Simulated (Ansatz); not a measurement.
## Electronic structure of AlN in real space

The calculation's input:

```
crystal:
  lattice:
    - [0.0, 2.0806469844, 2.0806469844]
    - [2.1493117419, -0.1310396136, 2.2116865979]
    - [2.1493117419, 2.2116865979, -0.1310396136]
  atoms:
    - { symbol: Al, position: [-0.0068681521, 0.0068681521, 0.0068681521] }
    - { symbol: "N", position: [0.7568681521, 0.7431318479, 0.7431318479] }
basis:
  ecutwfc: 420
kpoints:
  mp_grid: { grid: [10, 10, 10] }
hamiltonian:
  xc: pbesol
scf:
  occupations: { method: gaussian, width: 0.02 }
output:
  forces: true
  stress: true
  eigenvalues: true
  write_density: true
  write_potential: true
  elf: true
  volumetric_format: npy
```

Command:

```sh
ansatz run input.yaml --threads 1 --pin off --max-ram 1331MiB --backend cpu --events-out ev --progress --plain --runs-dir out
```

Below, planes, directions and counts refer to the conventional cell (a = 2.94 Å, b = 3.31 Å, c = 4.30 Å, α = 90.00°, β = 90.00°, γ = 90.00°).

Space group Imm2; a structure from a database of computed crystals, not necessarily the ambient phase; changed on purpose from its base cell (strained and moved within a subgroup).

The calculation used Ansatz 0.2.0, DFT PBEsol, scalar-relativistic, plane waves, PAW.

In a PAW calculation such maps are meaningful between the atoms, not at the nuclei.

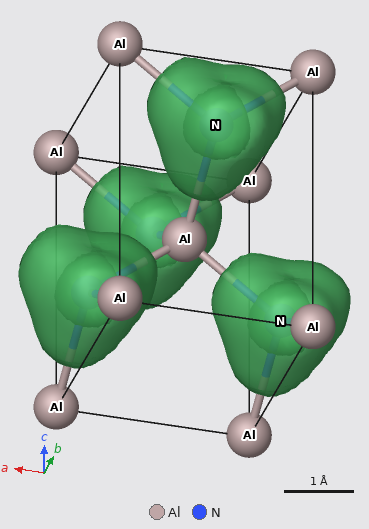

Figure 1. Isosurface of the electron localisation function at 0.75 (green), seen at an oblique angle. Only the valence region is drawn (cores and ρ < 0.01 e/Å³ removed). Sticks mark near contacts.

What do the ELF domains correspond to?

Answer. The ELF exceeds this value in two regions on N in which the atom's valence shell and bonds are merged, counted in one cell of 4 atoms. Any copies at cell faces, edges or corners count once.


Al–N (1.86 Å): the ELF peaks at about 0.90 between the atoms; a polar covalent bond. Al–N (1.94 Å): the ELF peaks at about 0.90 in the valence shell of N, 0.8 Å from its nucleus, and is about 0.85 at the midpoint.

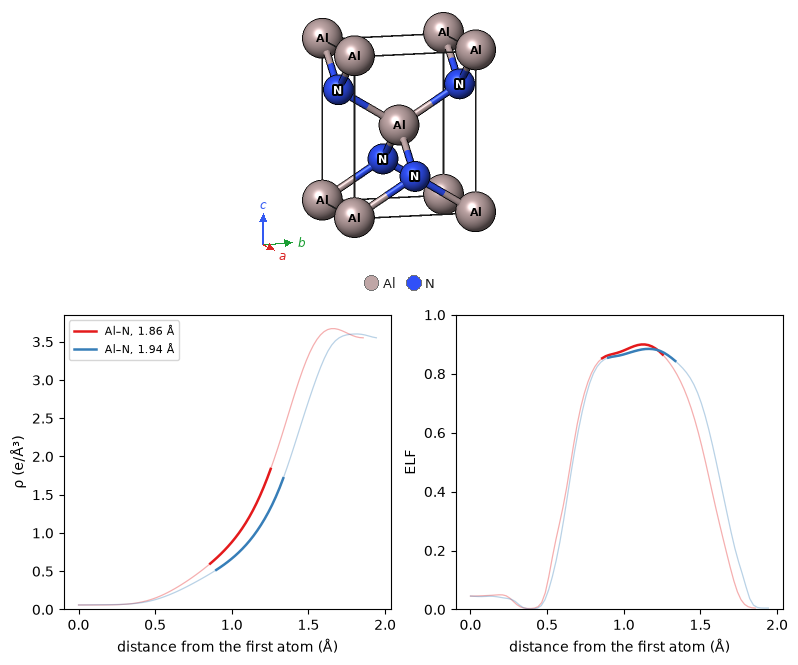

Figure 2. Valence charge density (pseudo) and ELF along straight lines between neighbouring atoms. Thin, pale parts lie inside the atomic spheres. The structure is drawn too.

What can be read from the curves?

Answer. Al–N (1.86 Å): the density is about 0.73 e/Å³ at the midpoint; the ELF peaks at about 0.90 between the atoms (a polar covalent bond).
Al–N (1.94 Å): the density is about 0.62 e/Å³ at the midpoint; the ELF peaks at about 0.90 in the valence shell of N, 0.8 Å from its nucleus, and is about 0.85 at the midpoint.

Does the calculation make it a metal, or give it a gap?

Answer. It is gapped, with a Kohn–Sham gap of 2.3 eV on the k-point mesh (the band edges may lie off the mesh, which would make the gap smaller).
